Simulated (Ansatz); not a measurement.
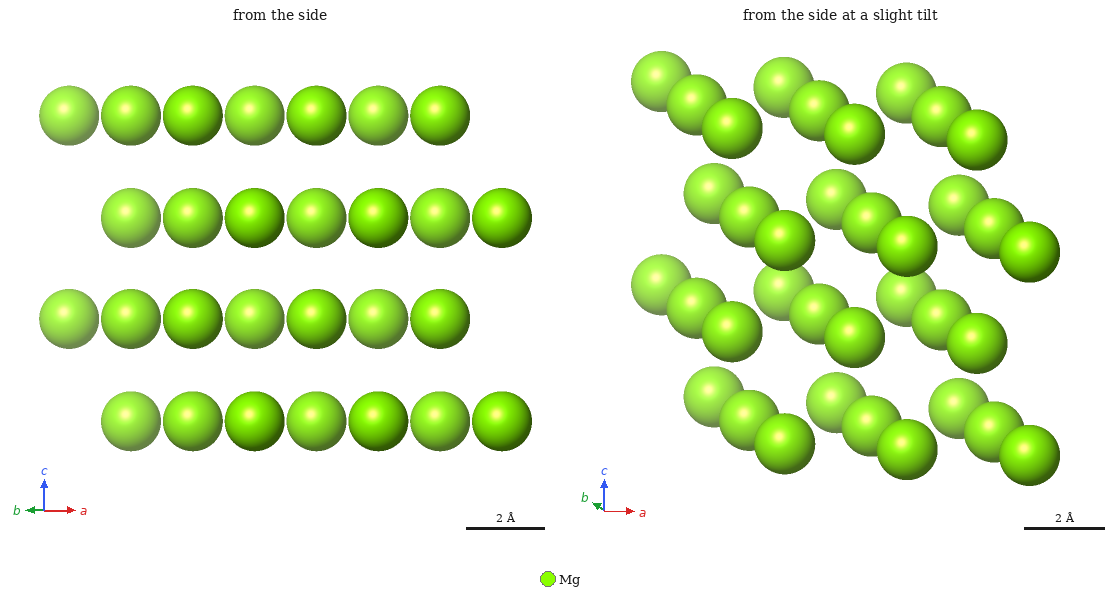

A spheres-only picture of a periodic slab, seen from the side and from the side at a slight tilt. The surface normal points up in side views; the vacuum is left out. 3×3 cells are drawn in the plane, with atoms at the edges repeated.

The cell holds 4 Mg. The slab was cut from bulk Mg (R-3m).

Q: What is its extent along the surface normal?

A: About 8 Å from the lowest to the highest atom.

Q: Give the sequence of planes from the top.

A: Four planes: Mg / Mg / Mg / Mg.

Q: What facet is shown?

A: (0 0 1).

Calculation details: DFT r2SCAN, scalar-relativistic, plane waves, PAW in Ansatz; wavefunction cutoff 500 eV, a 12×12×1 grid in reciprocal space, Gaussian smearing of 0.1 eV, no spin polarisation.

Q: Predict the work functions of both surfaces.

A: 3.92 eV on both faces.

The model was built from a structure listed in the Materials Project, from which a slab was cut. The atoms were relaxed in a fixed cell with Ansatz, DFT r2SCAN, scalar-relativistic, plane waves, PAW.
